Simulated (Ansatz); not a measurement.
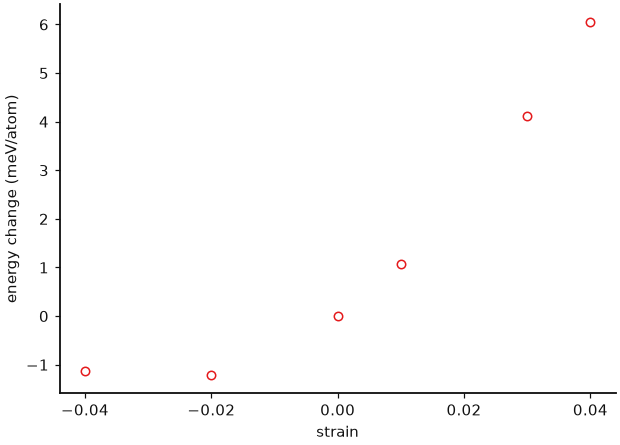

The picture above shows the energy change against strain.

How it was computed, with Ansatz 0.2.0: homogeneous strain of a crystal along one Voigt pattern with engineering shear, fractional coordinates fixed, by plane-wave density functional theory with PAW datasets, free energies less that of the undisturbed cell, pressure positive in compression; scalar-relativistic. Level: PBEsol, no spin polarisation.

**For which of these solids was it computed?**
A. Cu, I4/mmm (No. 139), 11.5 Å³/atom, strain pattern [0, 0, 0, 1, 0, 0]
B. Li, P6_3/mmc (No. 194), 21.3 Å³/atom, strain pattern [0, 1, 0, 0, 0, 0]
C. Sn, Fd-3m (No. 227), 34.2 Å³/atom, strain pattern [1, -1, 0, 0, 0, 0]

B, Li: energy change from −1.22 meV/atom to 6.05 meV/atom. The others give: Cu, energy change from 0.00 meV/atom to 1.38 meV/atom; Sn, energy change from 0.00 meV/atom to 2.64 meV/atom.

For Cu, limits of the calculation: reference crystal is not relaxed.

For Li, limits of the calculation: reference crystal is not relaxed.

For Sn, limits of the calculation: reference crystal is not relaxed.
